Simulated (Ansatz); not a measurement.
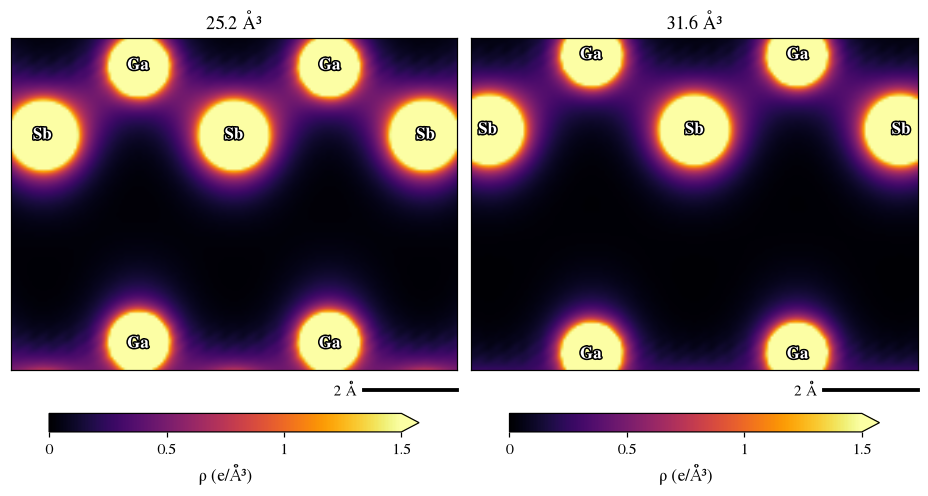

GaSb. The valence charge density (pseudo) of cells scaled evenly to different volumes (given per atom above each panel), on the (11̄0) plane of each (indices in the axes of the cell below), at one length scale and on one colour scale.

These are results of DFT r2SCAN, scalar-relativistic, plane waves, PAW (Ansatz), not measurements.

The density is the valence pseudo-density of a PAW calculation; it isn't the true density close to the nuclei.

The largest cell:

```
Ga Sb
1.0
     0.00000    3.13548    3.21195
     3.13548    0.00000    3.21195
     3.13548    3.13548    0.00000
Ga Sb
1 1
Direct
  0.00000 0.00000 0.00000
  0.75000 0.75000 0.75000
```

| volume (Å³/atom) | Ga–Sb contact in the plane (Å) | ρ at its midpoint (e/Å³) | pressure (GPa) | 
| --- | --- | --- | --- |
| 25.19 | 2.539 | 0.497 | 9.9 | 
| 29.34 | 2.671 | ? | ? | 
| 31.58 | 2.738 | 0.376 | −3.9 | 

> What values belong in the row with question marks?

Over the known rows ln ρ falls by 1.40 per Å of Ga–Sb distance (the line through the two), which gives 0.413 e/Å³ at 2.671 Å; the calculation gives 0.413 e/Å³. For the pressure, a straight line in volume between the neighbouring rows gives 0.9 GPa; the calculation gives −0.9, lower because pressure rises ever faster on compression.
